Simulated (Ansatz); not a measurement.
GaP (space group R-3m, No. 166): the geometry relaxed with DFT r2SCAN, scalar-relativistic, plane waves, PAW (Ansatz).

```yaml
crystal:
  lattice:
    - [3.84150, 0.00000, 0.00000]
    - [-1.92075, 3.32684, 0.00000]
    - [0.00000, 0.00000, 19.11830]
  atoms:
    - { symbol: Ga, position: [0.66667, 0.33333, 0.76911] }
    - { symbol: Ga, position: [0.66667, 0.33333, 0.89756] }
    - { symbol: P, position: [0.33333, 0.66667, 0.72434] }
    - { symbol: P, position: [0.00000, 0.00000, 0.94233] }
    - { symbol: Ga, position: [0.33333, 0.66667, 0.10244] }
    - { symbol: Ga, position: [0.33333, 0.66667, 0.23089] }
    - { symbol: P, position: [0.00000, 0.00000, 0.05767] }
    - { symbol: P, position: [0.66667, 0.33333, 0.27566] }
    - { symbol: Ga, position: [0.00000, 0.00000, 0.43577] }
    - { symbol: Ga, position: [0.00000, 0.00000, 0.56423] }
    - { symbol: P, position: [0.66667, 0.33333, 0.39101] }
    - { symbol: P, position: [0.33333, 0.66667, 0.60899] }
```

Describe the stacking along c, with columns A (0, 0), B (1/3, 2/3), C (2/3, 1/3) of the hexagonal mesh.

P(A) – Ga(B) – Ga(B) – P(C) – P(C) – Ga(A) – Ga(A) – P(B) – P(B) – Ga(C) – Ga(C) – P(A) (twelve layers in 19.12 Å).

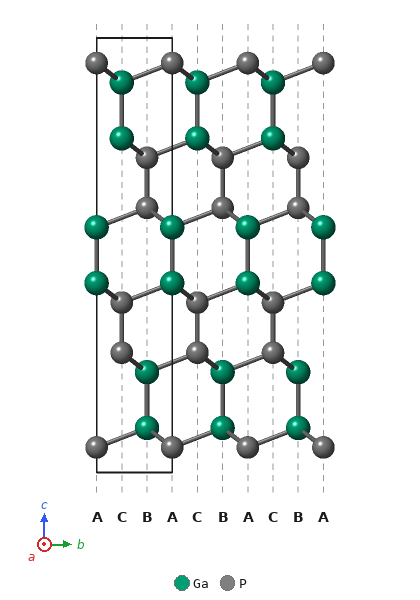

Projection along an edge of the hexagonal mesh, stacking direction c upwards. The dashed lines mark the three columns A (0, 0), B (1/3, 2/3) and C (2/3, 1/3). The sequence starts with the first layer at or above the cell's origin.
